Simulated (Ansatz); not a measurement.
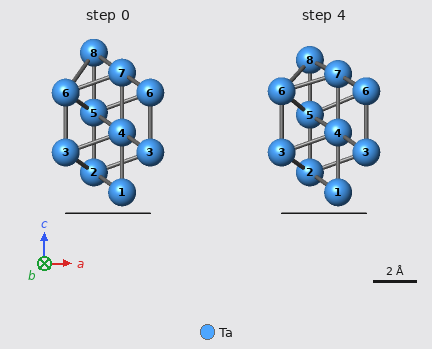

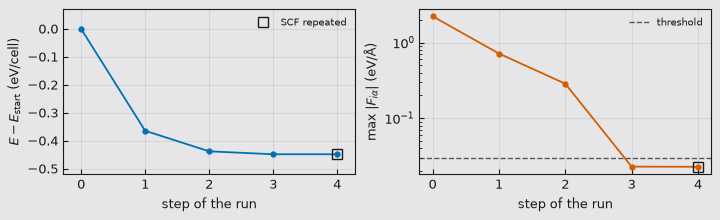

First and last geometry of a constrained relaxation of a slab of composition Ta (cut from the Im-3m phase), with the history of the run. The picture is a ball-and-stick view of the 1 × 2 repeat of the cell, outlined in the plane, without the vacuum, seen along the b axis.

Case: clean slab, lower half held. The slab is the (1 1 1) face of Ta. 4 atoms are held fixed.

Method: DFT PBEsol, scalar-relativistic, plane waves, PAW in Ansatz.

The input:
```yaml
crystal:
  lattice:
    - [4.6393552033, 0.0, 0.0]
    - [-2.3196776017, 4.0177994633, 0.0]
    - [0.0, 0.0, 23.6290309072]
  atoms:
    - { symbol: Ta, position: [0.6666666667, 0.3333333333, 0.359726983] }
    - { symbol: Ta, position: [0.3333333333, 0.6666666667, 0.3998049879] }
    - { symbol: Ta, position: [0.0, 0.0, 0.4398829927] }
    - { symbol: Ta, position: [0.6666666667, 0.3333333333, 0.4799609976] }
    - { symbol: Ta, position: [0.3333333333, 0.6666666667, 0.5200390024] }
    - { symbol: Ta, position: [0.0, 0.0, 0.5601170073] }
    - { symbol: Ta, position: [0.6666666667, 0.3333333333, 0.6001950121] }
    - { symbol: Ta, position: [0.3333333333, 0.6666666667, 0.640273017] }
basis:
  ecutwfc: 420
kpoints:
  mp_grid: { grid: [6, 6, 1] }
hamiltonian:
  xc: pbesol
scf:
  occupations: { method: gaussian, width: 0.1 }
output:
  forces: true
  eigenvalues: true
relax:
  adjacent_minimum: "off"
  f_tol: 0.03
  max_steps: 70
  constraints: [{ sites: [0, 1, 2, 3] }]
efield:
  axis: 3
  dipole_correction: true
  ramp_width: 0.04
```

Launched with:
```bash
ansatz run input.yaml --threads 4 --pin off --max-ram 10240MiB --backend cpu --events-out ev --progress --plain --runs-dir out
```

Q: Read the history and describe the run.

A: It converged. Over 3 accepted moves (4 points after the start) the energy falls by 0.448 eV per cell of the calculation. The largest force component goes from 2.2 to 0.023 eV/Å. 1 step only repeated the SCF at the same geometry. The largest move is that of Ta8, 0.34 Å along the normal (−c). The lattice vectors keep their values. Some distances before and after: Ta5–Ta8 2.841 → 2.601 Å, Ta6–Ta8 3.281 → 3.064 Å, Ta2–Ta5 2.841 → 2.738 Å, Ta7–Ta8 2.841 → 2.760 Å. The run took 46 s on 4 threads of Arm Neoverse N1, on a shared host, peak memory 0.89 GiB.
